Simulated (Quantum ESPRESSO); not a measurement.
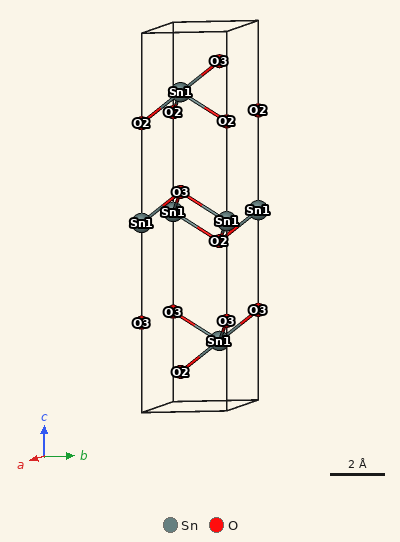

Figure 1. The input geometry (ball-and-stick view of the cell 3 times as large as that of the calculation, set on its symmetry axes, seen slightly off an axis; atoms are numbered from 1 in the order of the input). An atom can appear more than once, as a periodic image. Near neighbours in the periodic cell (some may lie outside the picture): Sn has 6 O at 2.13 Å; O has 3 Sn at 2.13 Å.

## Run report: SnO$_{2}$, single-point calculation (part 1 of 2)

The run: single-point calculation of SnO$_{2}$ (3 atoms in the cell). Method and program: Kohn-Sham DFT of a periodic cell, r2SCAN, SG15 PBE 1.2, no spin polarisation (Quantum ESPRESSO 7.5).

The structure derives from a Materials Project entry.

### Output
```
This program is part of the open-source Quantum ESPRESSO suite
     for quantum simulation of materials; please cite
         "P. Giannozzi et al., J. Phys.:Condens. Matter 21 395502 (2009);
         "P. Giannozzi et al., J. Phys.:Condens. Matter 29 465901 (2017);
         "P. Giannozzi et al., J. Chem. Phys. 152 154105 (2020);
          URL
     in publications or presentations arising from this work. More details at

     IMPORTANT: XC functional enforced from input :
     Exchange-correlation= R2SCAN
                           (   0   0   0   0   0 497 498)
     Any further DFT definition will be discarded
     Please, verify this is what you really want

     K-points division:     npool     =       2
     Subspace diagonalization in iterative solution of the eigenvalue problem:
     a serial algorithm will be used

     G-vector sticks info
     --------------------
     sticks:   dense  smooth     PW     G-vecs:    dense   smooth      PW
     Sum        1585    1585    473                32779    32779    5369

     Using Slab Decomposition

     bravais-lattice index     =            0
     lattice parameter (alat)  =       9.7339  a.u.
     unit-cell volume          =     293.4622 (a.u.)^3
     number of atoms/cell      =            3
     number of atomic types    =            2
     number of electrons       =        26.00
     number of Kohn-Sham states=           20
     kinetic-energy cutoff     =      88.0000  Ry
     charge density cutoff     =     352.0000  Ry
     scf convergence threshold =      1.0E-08
     mixing beta               =       0.5000
     number of iterations used =            8  plain     mixing
     Exchange-correlation= R2SCAN
                           (   0   0   0   0   0 497 498)

     celldm(1)=   9.733895  celldm(2)=   0.000000  celldm(3)=   0.000000
     celldm(4)=   0.000000  celldm(5)=   0.000000  celldm(6)=   0.000000

     crystal axes: (cart. coord. in units of alat)
               a(1) = (   0.313940   0.181254   0.931981 )
               a(2) = (  -0.313940   0.181254   0.931981 )
               a(3) = (   0.000000  -0.362507   0.931981 )

     reciprocal axes: (cart. coord. in units 2 pi/alat)
               b(1) = (  1.592659  0.919522  0.357661 )
               b(2) = ( -1.592659  0.919522  0.357661 )
               b(3) = (  0.000000 -1.839044  0.357661 )

     PseudoPot. # 1 for Sn read from file:
     Sn_ONCV_PBE-1.2.upf
     Pseudo is Norm-conserving, Zval = 14.0
     Generated using ONCVPSP code by D. R. Hamann
     Using radial grid of  602 points,  6 beta functions with:
                l(1) =   0
                l(2) =   0
                l(3) =   1
                l(4) =   1
                l(5) =   2
                l(6) =   2

     PseudoPot. # 2 for O  read from file:
     O_ONCV_PBE-1.2.upf
     Pseudo is Norm-conserving, Zval =  6.0
     Generated using ONCVPSP code by D. R. Hamann
     Using radial grid of  602 points,  4 beta functions with:
                l(1) =   0
                l(2) =   0
                l(3) =   1
                l(4) =   1

     atomic species   valence    mass     pseudopotential
     Sn               14.00   118.71000     Sn( 1.00)
     O                 6.00    15.99900     O ( 1.00)

     No symmetry found

   Cartesian axes

     site n.     atom                  positions (alat units)
         1        Sn     tau(   1) = (   0.0000000   0.0000000   1.3979715  )
         2        O      tau(   2) = (   0.0000000  -0.0000000   2.1328292  )
         3        O      tau(   3) = (  -0.0000000  -0.0000000   0.6631138  )

     number of k points=    36  Fermi-Dirac smearing, width (Ry)=  0.0037
                       cart. coord. in units 2pi/alat
        k(    1) = (   0.0000000   0.0000000   0.0000000), wk =   0.0312500
        k(    2) = (   0.0000000  -0.4597610   0.0894153), wk =   0.0625000
        k(    3) = (  -0.0000000   0.9195221  -0.1788305), wk =   0.0312500
        k(    4) = (  -0.3981647   0.2298805   0.0894153), wk =   0.0625000
        k(    5) = (  -0.3981647  -0.2298805   0.1788305), wk =   0.0625000
        k(    6) = (  -0.3981647   1.1494026  -0.0894153), wk =   0.0625000
        k(    7) = (  -0.3981647   0.6896416   0.0000000), wk =   0.0625000
        k(    8) = (   0.7963295  -0.4597610  -0.1788305), wk =   0.0312500
        k(    9) = (   0.7963295  -0.9195221  -0.0894153), wk =   0.0625000
        k(   10) = (   0.7963295   0.4597610  -0.3576611), wk =   0.0312500
        k(   11) = (   0.3981647   0.2298805   0.0894153), wk =   0.0625000
        k(   12) = (   0.3981647  -0.2298805   0.1788305), wk =   0.0625000
        k(   13) = (   0.3981647   1.1494026  -0.0894153), wk =   0.0625000
        k(   14) = (   0.3981647   0.6896416   0.0000000), wk =   0.0625000
        k(   15) = (   0.0000000   0.4597610   0.1788305), wk =   0.0625000
        k(   16) = (   0.0000000   0.0000000   0.2682458), wk =   0.0625000
        k(   17) = (  -0.0000000   1.3792831   0.0000000), wk =   0.0625000
        k(   18) = (  -0.0000000   0.9195221   0.0894153), wk =   0.0625000
        k(   19) = (   1.1944942  -0.2298805  -0.0894153), wk =   0.0625000
        k(   20) = (   1.1944942  -0.6896416   0.0000000), wk =   0.0625000
        k(   21) = (   1.1944942   0.6896416  -0.2682458), wk =   0.0625000
        k(   22) = (   1.1944942   0.2298805  -0.1788305), wk =   0.0625000
        k(   23) = (   0.7963295   0.0000000   0.0000000), wk =   0.0625000
        k(   24) = (   0.7963295  -0.4597610   0.0894153), wk =   0.0625000
        k(   25) = (   0.7963295   0.9195221  -0.1788305), wk =   0.0625000
        k(   26) = (   0.7963295   0.4597610  -0.0894153), wk =   0.0625000
        k(   27) = (  -0.7963295  -0.4597610  -0.1788305), wk =   0.0312500
        k(   28) = (  -0.7963295  -0.9195221  -0.0894153), wk =   0.0625000
        k(   29) = (  -0.7963295   0.4597610  -0.3576611), wk =   0.0312500
        k(   30) = (  -1.1944942  -0.2298805  -0.0894153), wk =   0.0625000
        k(   31) = (  -1.1944942  -0.6896416   0.0000000), wk =   0.0625000
        k(   32) = (  -1.1944942   0.6896416  -0.2682458), wk =   0.0625000
        k(   33) = (  -1.1944942   0.2298805  -0.1788305), wk =   0.0625000
        k(   34) = (   0.0000000  -0.9195221  -0.3576611), wk =   0.0312500
        k(   35) = (   0.0000000  -1.3792831  -0.2682458), wk =   0.0625000
        k(   36) = (  -0.0000000   0.0000000  -0.5364916), wk =   0.0312500

     Dense  grid:    32779 G-vectors     FFT dimensions: (  60,  60,  60)

     WARNING: libxc functional with ID  497 depends
      on external parameters: check the user_guide of
      QE if you need to modify them or to check their
      default values.

     WARNING: libxc functional with ID  498 depends
      on external parameters: check the user_guide of
      QE if you need to modify them or to check their
      default values.

     Initial potential from superposition of free atoms

     starting charge      25.9115, renormalised to      26.0000
     Starting wfcs are random

     Self-consistent Calculation

     iteration #  1     ecut=    88.00 Ry     beta= 0.50
     Davidson diagonalization with overlap
     ethr =  1.00E-02,  avg # of iterations =  8.9

     total energy              =    -183.52187178 Ry
     estimated scf accuracy    <      39.87886699 Ry

     iteration #  2     ecut=    88.00 Ry     beta= 0.50
     Davidson diagonalization with overlap
     ethr =  1.00E-02,  avg # of iterations =  1.0

     total energy              =    -183.79576121 Ry
     estimated scf accuracy    <       8.09267952 Ry

     iteration #  3     ecut=    88.00 Ry     beta= 0.50
     Davidson diagonalization with overlap
     ethr =  1.00E-02,  avg # of iterations =  1.0

     total energy              =    -183.82979322 Ry
     estimated scf accuracy    <       1.41041657 Ry

     iteration #  4     ecut=    88.00 Ry     beta= 0.50
     Davidson diagonalization with overlap
     ethr =  5.42E-03,  avg # of iterations =  1.0

     total energy              =    -183.84497321 Ry
     estimated scf accuracy    <       0.00380327 Ry

     iteration #  5     ecut=    88.00 Ry     beta= 0.50
     Davidson diagonalization with overlap
     ethr =  1.46E-05,  avg # of iterations =  3.6

     total energy              =    -183.84528435 Ry
     estimated scf accuracy    <       0.00098528 Ry

     iteration #  6     ecut=    88.00 Ry     beta= 0.50
     Davidson diagonalization with overlap
     ethr =  3.79E-06,  avg # of iterations =  1.4

     total energy              =    -183.84529448 Ry
     estimated scf accuracy    <       0.00049206 Ry

     iteration #  7     ecut=    88.00 Ry     beta= 0.50
     Davidson diagonalization with overlap
     ethr =  1.89E-06,  avg # of iterations =  1.2

     total energy              =    -183.84529661 Ry
     estimated scf accuracy    <       0.00013477 Ry

     iteration #  8     ecut=    88.00 Ry     beta= 0.50
     Davidson diagonalization with overlap
     ethr =  5.18E-07,  avg # of iterations =  1.0

     total energy              =    -183.84529855 Ry
     estimated scf accuracy    <       0.00000040 Ry

     iteration #  9     ecut=    88.00 Ry     beta= 0.50
     Davidson diagonalization with overlap
     ethr =  1.53E-09,  avg # of iterations =  2.0

     total energy              =    -183.84529860 Ry
     estimated scf accuracy    <       0.00000012 Ry

     iteration # 10     ecut=    88.00 Ry     beta= 0.50
     Davidson diagonalization with overlap
     ethr =  4.65E-10,  avg # of iterations =  1.0

     total energy              =    -183.84529861 Ry
     estimated scf accuracy    <       0.00000007 Ry

     iteration # 11     ecut=    88.00 Ry     beta= 0.50
     Davidson diagonalization with overlap
     ethr =  2.52E-10,  avg # of iterations =  1.0

     total energy              =    -183.84529861 Ry
     estimated scf accuracy    <       0.00000001 Ry

     iteration # 12     ecut=    88.00 Ry     beta= 0.50
     Davidson diagonalization with overlap
     ethr =  4.06E-11,  avg # of iterations =  1.0

     End of self-consistent calculation

          k = 0.0000 0.0000 0.0000 (  4083 PWs)   bands (ev):

   -13.2799 -12.8537 -12.8537 -12.6015 -12.6015 -11.8767 -10.4863   2.7618
     5.5895   5.5895   6.0306   6.0306   6.7661   8.8858  13.0340  18.4234
    18.4234  19.0491  25.2281  25.2281

          k = 0.0000-0.4598 0.0894 (  4099 PWs)   bands (ev):

   -13.5214 -12.8778 -12.7450 -12.6836 -12.5972 -11.6074  -9.5818   1.7549
     3.8338   4.5991   5.1336   6.2796   6.7372  11.2755  14.7107  16.2806
    19.4755  19.9646  21.2155  24.7193

          k =-0.0000 0.9195-0.1788 (  4114 PWs)   bands (ev):

   -13.9737 -12.7691 -12.7125 -12.5536 -12.5115 -11.0689  -8.9988   0.4553
     2.6673   3.8813   5.3583   6.3166   6.3214  12.2979  15.1177  17.6191
    20.1755  20.2167  20.7073  21.1440

          k =-0.3982 0.2299 0.0894 (  4099 PWs)   bands (ev):

   -13.5214 -12.8778 -12.7450 -12.6836 -12.5972 -11.6074  -9.5818   1.7549
     3.8338   4.5991   5.1336   6.2796   6.7372  11.2755  14.7107  16.2806
    19.4755  19.9646  21.2154  24.7191

          k =-0.3982-0.2299 0.1788 (  4083 PWs)   bands (ev):

   -13.5171 -12.8795 -12.7448 -12.6838 -12.5970 -11.6099  -9.5805   1.7264
     3.6098   4.5450   5.4400   6.3471   6.8118  11.2759  14.2041  16.7047
    19.5219  20.0093  20.8308  25.9621

          k =-0.3982 1.1494-0.0894 (  4094 PWs)   bands (ev):

   -13.7093 -13.2173 -12.6925 -12.6432 -12.5420 -10.5397  -9.2443   0.5011
     2.9187   3.5860   4.8189   6.2776   6.7286  12.6710  16.1490  17.0149
    18.8768  19.4791  21.5144  22.8199

          k =-0.3982 0.6896 0.0000 (  4095 PWs)   bands (ev):

   -13.7068 -13.2188 -12.6923 -12.6435 -12.5426 -10.5592  -9.2253   0.5538
     3.0754   3.4917   4.7226   6.0668   6.8334  12.6792  16.3562  16.7728
    18.9054  20.1943  21.4634  21.5852

          k = 0.7963-0.4598-0.1788 (  4114 PWs)   bands (ev):
```
